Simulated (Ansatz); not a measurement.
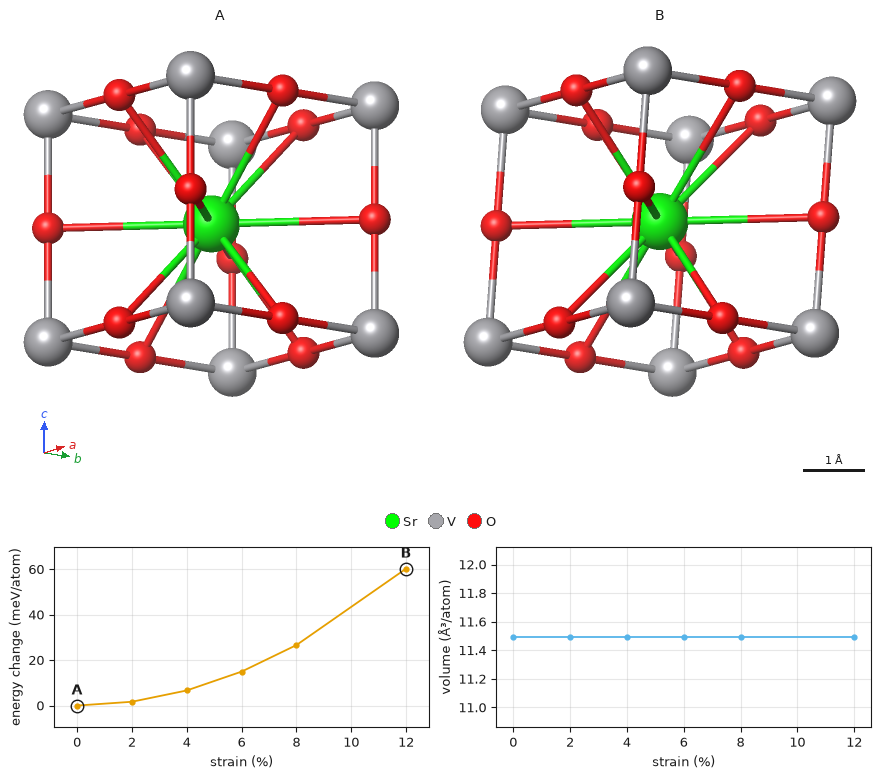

Members of a series of calculations on solid SrVO3 (set up in Pm-3m), marked on the first curve. The picture is a ball-and-stick view of the cell of the calculation, seen from a free direction.

All numbers below come from DFT PBE, scalar-relativistic, plane waves, PAW in Ansatz 0.2.0. (plane-wave cutoff 420 eV; k-point mesh 10 × 10 × 10; occupations gaussian; smearing width 0.1 eV; collinear spin)

**Which kind of strain is it, and how does the structure respond?**

Shear of c along a, cell held, atoms relaxed. A (strain 0.0 %): energy change 0.0 meV/atom, volume 11.49 Å³ per atom. B (strain 12.0 %): energy change 60.3 meV/atom, volume 11.49 Å³ per atom. The rest compares A with B. The drawn cell changes at constant volume: a = b unchanged at 3.859 Å, c 3.859 → 3.887 Å (+0.7 %), β 90.0° → 83.2°. Among the bonded contacts that change: O–Sr 2.729 → 2.570 to 2.897 Å, O–V 1.929 → 1.929 to 1.943 Å.
